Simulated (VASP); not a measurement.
**AlN: band-structure calculation**

System: AlN (Fm-3m, 2 atoms in the cell).
Method: DFT, PBE, plane waves, PAW (VASP 6.6.1).

The structure was built on a prototype by a generator. The geometry comes from this level: r2SCAN (a point of a series of strains). It belongs to a series of runs on one base structure; here: hydrostatic strain -4.0%.

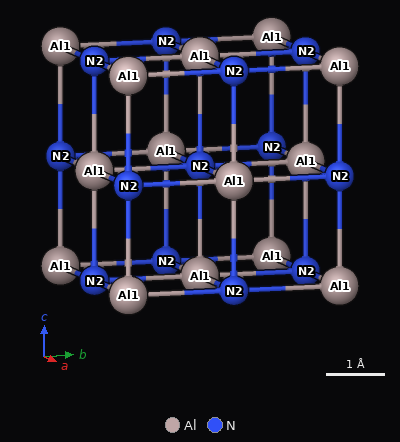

The structure (ball-and-stick view of the cell 4 times as large as that of the calculation, set on its symmetry axes, seen slightly off an axis; atoms are numbered from 1 in the order of the input). An atom can appear more than once, as a periodic image. Near neighbours in the periodic cell (some may lie outside the picture): Al has 6 N at 1.94 Å; N has 6 Al at 1.94 Å.

## INCAR
```
ENCUT = 520.000000
SIGMA = 0.020000
EDIFF = 1.00e-07
GGA = PE
PREC = Accurate
IBRION = -1
ISIF = 2
ISMEAR = -1
NBANDS = 11
NELM = 120
NSW = 0
LASPH = .TRUE.
LCHARG = .TRUE.
LELF = .TRUE.
LWAVE = .FALSE.
LREAL = .FALSE.
```

## KPOINTS
```
KPOINTS created by Atomic Simulation Environment
0
Gamma
10 10 10
0 0 0
```

## KPOINTS_OPT
```
special points
7
Reciprocal
0.0000000000 0.0000000000 0.0000000000 1
0.5000000000 0.0000000000 0.5000000000 1
0.6250000000 0.2500000000 0.6250000000 1
0.3750000000 0.3750000000 0.7500000000 1
0.5000000000 0.5000000000 0.5000000000 1
0.5000000000 0.2500000000 0.7500000000 1
0.0000000000 0.5000000000 0.5000000000 1
```

## POSCAR
```
Al N
 1.0000000000000000
     0.0000000000000000    1.9381137141000000    1.9381137141000000
     1.9381137141000000    0.0000000000000000    1.9381137141000000
     1.9381137141000000    1.9381137141000000    0.0000000000000000
 Al  N
   1   1
Cartesian
  0.0000000000000000  0.0000000000000000  0.0000000000000000
  1.9381137141000000  1.9381137141000000  1.9381137141000000
```

Run on 1 CPU thread, shared host.

Command:
```bash
mpirun -np 1 vasp_std
```

## OSZICAR
```
N       E                     dE             d eps       ncg     rms          rms(c)
DAV:   1     0.105861212145E+02    0.10586E+02   -0.40922E+03  1106   0.628E+02
DAV:   2    -0.155352594127E+02   -0.26121E+02   -0.25660E+02  1255   0.147E+02
DAV:   3    -0.161186901917E+02   -0.58343E+00   -0.58274E+00  1266   0.195E+01
DAV:   4    -0.161205569004E+02   -0.18667E-02   -0.18666E-02  1157   0.118E+00
DAV:   5    -0.161205698899E+02   -0.12990E-04   -0.12990E-04  1235   0.942E-02    0.819E+00
DAV:   6    -0.142738683872E+02    0.18467E+01   -0.69574E+00  1127   0.148E+01    0.305E+00
DAV:   7    -0.142395675742E+02    0.34301E-01   -0.27278E-01  1168   0.360E+00    0.195E+00
DAV:   8    -0.142346482230E+02    0.49194E-02   -0.14428E-02  1112   0.105E+00    0.384E-01
DAV:   9    -0.142343110436E+02    0.33718E-03   -0.12537E-03  1169   0.228E-01    0.176E-01
DAV:  10    -0.142343595961E+02   -0.48552E-04   -0.14043E-04  1157   0.844E-02    0.624E-02
DAV:  11    -0.142343520507E+02    0.75454E-05   -0.25372E-05  1190   0.297E-02    0.823E-03
DAV:  12    -0.142343518799E+02    0.17074E-06   -0.79113E-07  1139   0.754E-03    0.953E-04
DAV:  13    -0.142343518278E+02    0.52133E-07   -0.18540E-08   604   0.896E-04
   1 F= -.14234352E+02 E0= -.14234352E+02  d E =-.118990E-10
       N       E                     dE             ncg
DAV:   1     0.560446456472E+03   -0.20171E+04      154
DAV:   2     0.382916980508E+03   -0.17753E+03      208
DAV:   3     0.378317204433E+03   -0.45998E+01      187
DAV:   4     0.378295826096E+03   -0.21378E-01      175
DAV:   5     0.378295629070E+03   -0.19703E-03      190
DAV:   6     0.378295626651E+03   -0.24184E-05      169
DAV:   7     0.378295626619E+03   -0.31800E-07      190
```

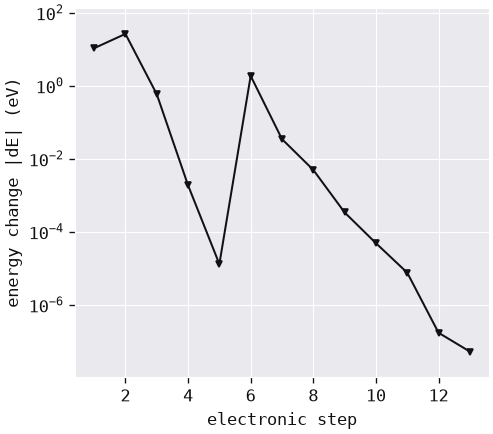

Convergence of the self-consistent field: energy change |dE| against the electronic step. It takes 13 electronic steps. The density is held fixed in the first few steps, and dE rises again when its update begins.

## Parts of OUTCAR
```
k-points           NKPTS =     47   k-points in BZ     NKDIM =     47   number of bands    NBANDS=     11

   NELECT =       8.0000    total number of electrons

   dimension x,y,z NGX =    20 NGY =   20 NGZ =   20
   dimension x,y,z NGXF=    40 NGYF=   40 NGZF=   40

  energy-cutoff  :      520.00
  volume of cell :       14.56
      direct lattice vectors                 reciprocal lattice vectors
     0.000000000  1.938113714  1.938113714    -0.257982799  0.257982799  0.257982799
     1.938113714  0.000000000  1.938113714     0.257982799 -0.257982799  0.257982799
     1.938113714  1.938113714  0.000000000     0.257982799  0.257982799 -0.257982799

 k-points in reciprocal lattice and weights: KPOINTS created by Atomic Simulation Env
   0.00000000  0.00000000  0.00000000       0.001
   0.10000000  0.00000000  0.00000000       0.008
   0.20000000  0.00000000  0.00000000       0.008
   0.30000000  0.00000000  0.00000000       0.008
   0.40000000  0.00000000  0.00000000       0.008
   0.50000000  0.00000000  0.00000000       0.004
   0.10000000  0.10000000  0.00000000       0.006
   0.20000000  0.10000000  0.00000000       0.024
   0.30000000  0.10000000  0.00000000       0.024
   0.40000000  0.10000000  0.00000000       0.024
   0.50000000  0.10000000  0.00000000       0.024
  -0.40000000  0.10000000  0.00000000       0.024
  -0.30000000  0.10000000  0.00000000       0.024
  -0.20000000  0.10000000  0.00000000       0.024
  -0.10000000  0.10000000  0.00000000       0.012
   0.20000000  0.20000000  0.00000000       0.006
   0.30000000  0.20000000  0.00000000       0.024
   0.40000000  0.20000000  0.00000000       0.024
   0.50000000  0.20000000  0.00000000       0.024
  -0.40000000  0.20000000  0.00000000       0.024
  -0.30000000  0.20000000  0.00000000       0.024
  -0.20000000  0.20000000  0.00000000       0.012
   0.30000000  0.30000000  0.00000000       0.006
   0.40000000  0.30000000  0.00000000       0.024
   0.50000000  0.30000000  0.00000000       0.024
  -0.40000000  0.30000000  0.00000000       0.024
  -0.30000000  0.30000000  0.00000000       0.012
   0.40000000  0.40000000  0.00000000       0.006
   0.50000000  0.40000000  0.00000000       0.024
  -0.40000000  0.40000000  0.00000000       0.012
   0.50000000  0.50000000  0.00000000       0.003
   0.30000000  0.20000000  0.10000000       0.024
   0.40000000  0.20000000  0.10000000       0.048
   0.50000000  0.20000000  0.10000000       0.048
  -0.40000000  0.20000000  0.10000000       0.024
   0.40000000  0.30000000  0.10000000       0.024
   0.50000000  0.30000000  0.10000000       0.048
  -0.40000000  0.30000000  0.10000000       0.048
  -0.30000000  0.30000000  0.10000000       0.048
  -0.20000000  0.30000000  0.10000000       0.024
   0.50000000  0.40000000  0.10000000       0.024
  -0.40000000  0.40000000  0.10000000       0.048
  -0.30000000  0.40000000  0.10000000       0.024
  -0.40000000  0.50000000  0.10000000       0.012
  -0.40000000  0.40000000  0.20000000       0.024
  -0.30000000  0.40000000  0.20000000       0.024
  -0.30000000  0.50000000  0.20000000       0.012

 E-fermi :  12.0786

 k-point     1 :       0.0000    0.0000    0.0000
  band No.  band energies     occupation
      1      -7.0643      2.00000
      2      11.6959      2.00000
      3      11.6959      2.00000
      4      11.6959      2.00000
      5      19.3228      0.00000
      6      24.2620      0.00000
      7      24.2620      0.00000
      8      24.2620      0.00000
      9      29.7591      0.00000
     10      30.4332      0.00000
     11      30.4332      0.00000

 k-point     2 :       0.1000    0.0000    0.0000
  band No.  band energies     occupation
      1      -6.8334      2.00000
      2      10.6568      2.00000
      3      11.5425      2.00000
      4      11.5425      2.00000
      5      19.8565      0.00000
      6      23.3800      0.00000
      7      24.6286      0.00000
      8      24.6286      0.00000
      9      29.1822      0.00000
     10      29.1822      0.00000
     11      31.4382      0.00000

 k-point     3 :       0.2000    0.0000    0.0000
  band No.  band energies     occupation
      1      -6.1597      2.00000
      2       8.3520      2.00000
      3      11.1731      2.00000
      4      11.1731      2.00000
      5      20.0174      0.00000
      6      23.3730      0.00000
      7      25.0939      0.00000
      8      25.0939      0.00000
      9      28.4833      0.00000
     10      28.4833      0.00000
     11      31.2921      0.00000

 k-point     4 :       0.3000    0.0000    0.0000
  band No.  band energies     occupation
      1      -5.1156      2.00000
      2       5.7696      2.00000
      3      10.7669      2.00000
      4      10.7669      2.00000
      5      19.3347      0.00000
      6      24.6009      0.00000
      7      24.6009      0.00000
      8      24.8630      0.00000
      9      29.9426      0.00000
     10      29.9426      0.00000
     11      30.3371      0.00000

 k-point     5 :       0.4000    0.0000    0.0000
  band No.  band energies     occupation
      1      -3.9228      2.00000
      2       3.5453      2.00000
      3      10.4698      2.00000
      4      10.4698      2.00000
      5      18.8288      0.00000
      6      23.9891      0.00000
      7      23.9891      0.00000
      8      26.3063      0.00000
      9      29.6033      0.00000
     10      32.3683      0.00000
     11      32.3683      0.00000

 [... the levels of 41 k-points are left out ...]

 k-point    47 :      -0.3000    0.5000    0.2000
  band No.  band energies     occupation
      1      -1.9322      2.00000
      2       4.6193      2.00000
      3       6.0209      2.00000
      4       7.5308      2.00000
      5      20.6740      0.00000
      6      21.3970      0.00000
      7      24.6641      0.00000
      8      26.2047      0.00000
      9      32.1003      0.00000
     10      34.0422      0.00000
     11      38.9981      0.00000

  Total        4.4575562      4.4575562      4.4575562      0.0000000      0.0000000     -0.0000000
  in kB      490.5007233    490.5007233    490.5007233      0.0000000      0.0000000     -0.0000000
  external PRESSURE =     490.5007233 kB  Pullay stress =       0.0000000 kB

 POSITION                                       TOTAL-FORCE (eV/Angst)
 -----------------------------------------------------------------------------------
      0.00000      0.00000      0.00000        -0.000000      0.000000     -0.000000
      1.93811      1.93811      1.93811         0.000000     -0.000000      0.000000
 -----------------------------------------------------------------------------------
    total drift:                                0.000000      0.000000      0.000000

  FREE ENERGIE OF THE ION-ELECTRON SYSTEM (eV)
  ---------------------------------------------------
  free  energy   TOTEN  =       -14.2343518278 eV

  energy  without entropy=      -14.2343518278  energy(sigma->0) =      -14.23435183
```

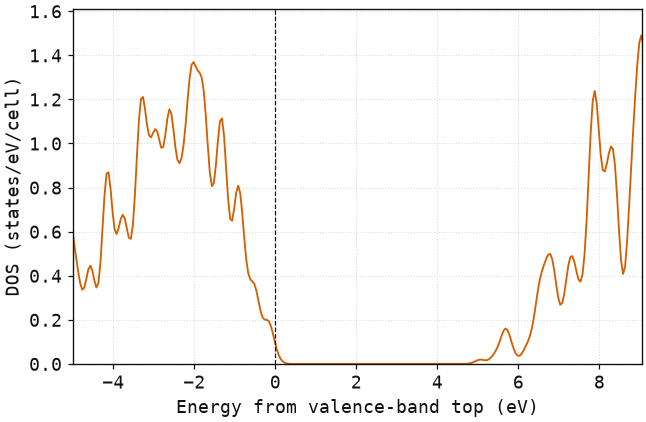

Density of states (the curve is built from the levels of the k mesh with Gaussians 0.3 eV wide, which also blur the band edges), with energies from the valence-band top. There is a gap of 5.06 eV on the k-point mesh. Small ripples come from the finite k-point mesh.

## Key numbers

| quantity | value |
| --- | --- |
| outcome | converged |
| space group (tolerance 0.01 Å) | Fm-3m (225) |
| electrons treated | 8 |
| free energy | −14.2344 eV |
| Fermi energy | 12.079 eV |
| band gap | 5.06 eV |
| pressure | 49.05 GPa |
| largest force (length of the vector) | under 0.001 eV/Å |
| wall time | 5.8 s |
| peak memory | 0.12 GiB |

## Remarks

The cell is under a pressure of 49 GPa at this level, so it is not at its equilibrium volume.
